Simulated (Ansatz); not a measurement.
## Sn: geometry relaxation (part 3 of 3)

The same run, continued: Sn (P6₃/mmc, 4 atoms in the cell); DFT PBEsol, scalar-relativistic, plane waves, PAW, no spin polarisation (Ansatz 0.2.0); cutoff 420 eV, 12×12×4 k-mesh, Gaussian smearing of 0.1 eV. The structure was made by swapping elements on the sites of another compound; it need not be a known phase. It belongs to a series of runs on one base structure; here: Co -> Sn on all its sites, cell and atoms relaxed.

Geometry of the input (Å; fractional positions):
```
2.6229  0.0000  0.0000
-1.3115  2.2715  0.0000
0.0000  0.0000  8.5088
Sn 0.0000  0.0000  0.0000
Sn 0.3333  0.6667  0.2500
Sn 0.0000  0.0000  0.5000
Sn 0.6667  0.3333  0.7500
```

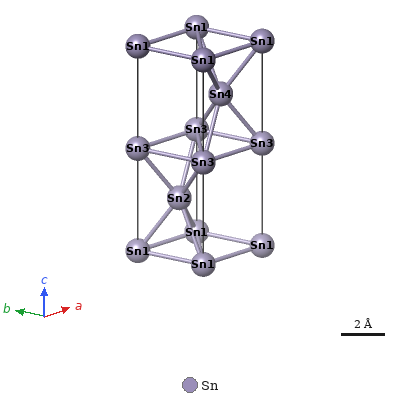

Fig. 1: The geometry at step 11 of the log (ball-and-stick view of the cell of the calculation, seen at an oblique angle; atoms are numbered from 1 in the order of the input).

### Trajectory as extended XYZ, continued
```
4
Lattice="3.3573 0.0000 0.0000 -1.6787 2.9075 0.0000 0.0000 0.0000 10.6786" Properties=species:S:1:pos:R:3:forces:R:3 step=10 energy=-23799.00121 pressure_GPa=0.66
Sn    0.0000    0.0000    0.0000    0.0000   0.0000   0.0000
Sn    0.0000    1.9383    2.6696    0.0000   0.0000   0.0000
Sn    0.0000    0.0000    5.3393    0.0000   0.0000   0.0000
Sn    1.6787    0.9692    8.0089    0.0000   0.0000   0.0000
4
Lattice="3.3669 0.0000 0.0000 -1.6834 2.9158 0.0000 0.0000 0.0000 10.7281" Properties=species:S:1:pos:R:3:forces:R:3 step=11 energy=-23799.00361 pressure_GPa=0.09
Sn    0.0000    0.0000    0.0000    0.0000   0.0000   0.0000
Sn    0.0000    1.9439    2.6820    0.0000   0.0000   0.0000
Sn    0.0000    0.0000    5.3640    0.0000   0.0000   0.0000
Sn    1.6834    0.9719    8.0461    0.0000   0.0000   0.0000
4
Lattice="3.3669 0.0000 0.0000 -1.6834 2.9158 0.0000 0.0000 0.0000 10.7281" Properties=species:S:1:pos:R:3:forces:R:3 step=12 energy=-23799.00628 pressure_GPa=0.06
Sn    0.0000    0.0000    0.0000    0.0000   0.0000   0.0000
Sn    0.0000    1.9439    2.6820    0.0000   0.0000   0.0000
Sn    0.0000    0.0000    5.3640    0.0000   0.0000   0.0000
Sn    1.6834    0.9719    8.0461    0.0000   0.0000   0.0000
```
